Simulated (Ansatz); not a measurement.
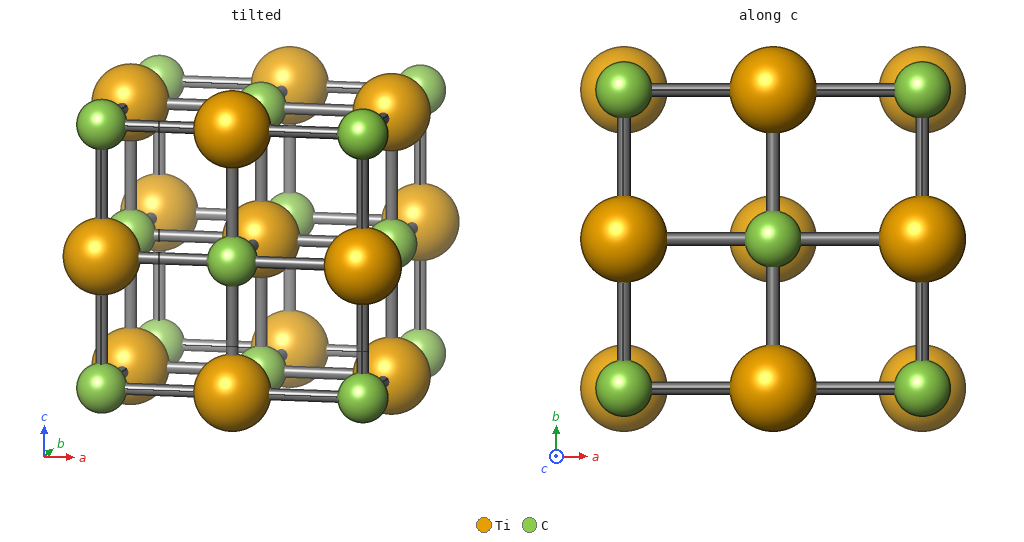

Drawn in the ball-and-stick manner and seen slightly off an axis and along the c axis. Atoms at the boundary of the conventional unit cell (the box) are drawn once for each face, edge or corner they touch. Cell: a = 4.33 Å, b = 4.33 Å, c = 4.33 Å, α = 90.00°, β = 90.00°, γ = 90.00°.

The cell started as a structure type filled with these elements by a generator (whether the compound takes this form wasn't checked). Earlier steps of the study may have refined or changed the cell and positions. It went into a calculation with Ansatz.

> Give a description of the structure.

The stoichiometry is TiC. The lattice is face-centred cubic and the space group Fm-3m (No. 225). Type of structure: rock salt (NaCl type). The cell comprises 4 formula units: 4 Ti, 4 C. The Ti atoms are each bonded to six C in an octahedral arrangement at about 2.2 Å. C is surrounded by six Ti in an octahedral arrangement at about 2.2 Å. Not all metal-metal contacts are counted. The bonds build a three-dimensional framework.

The numbers come from Ansatz 0.2.0, DFT PBE, scalar-relativistic, plane waves, PAW, using 420 eV cutoff, k-points about 0.11 Å⁻¹ apart, Gaussian smearing of 0.1 eV, no spin polarisation.

> What does the calculation say: metal or gapped?

A metal: bands cross the Fermi level.

> What net charge does each kind of atom have (Bader)?

Ti +1.69 e; C -1.69 e.

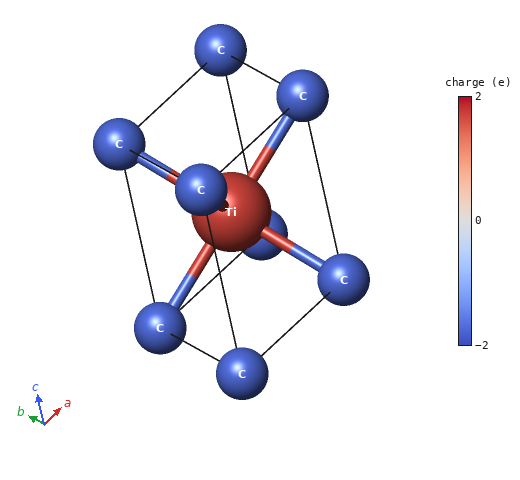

The atoms coloured by those charges. The run's cell of 2 atoms is drawn, so axes and origin can differ from the first picture.

> Is this an equilibrium geometry for the method given?

Yes. All forces vanish to within 0.01 eV/Å. The pressure is 0.0 GPa, close to zero.
